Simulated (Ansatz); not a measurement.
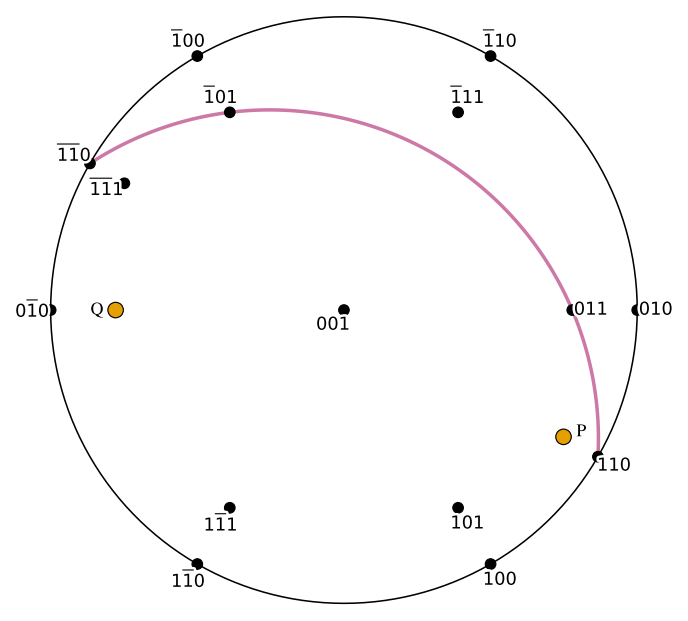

For Ta, the input geometry of an electronic-structure calculation (not necessarily at equilibrium); the starting structure was generated, so it need not be a known form of this composition: stereographic projection of plane normals (upper hemisphere) centred on (0 0 1). The drawing is computed from the coordinates (standard cell, symmetry found to 0.002 Å).

a = 2.938 Å, b = 2.938 Å, c = 10.057 Å, α = 90.00°, β = 90.00°, γ = 120.00°.

Index the poles marked P, Q.

Answer. P is (1 1 1), in four indices (1 1 −2 1), 81.7° from the centre; Q is (0 −1 1), in four indices (0 −1 1 1), 75.8° from the centre.

Which zone does the coloured great circle trace?

Answer. The zone [1 −1 1]: its poles satisfy h − k + l = 0.

What is the angle between the normals of (1 0 0) and (−1 1 1), and what are their d_hkl = 1/|g|?

Answer. 119.0°; d = 2.545 Å and 2.467 Å.
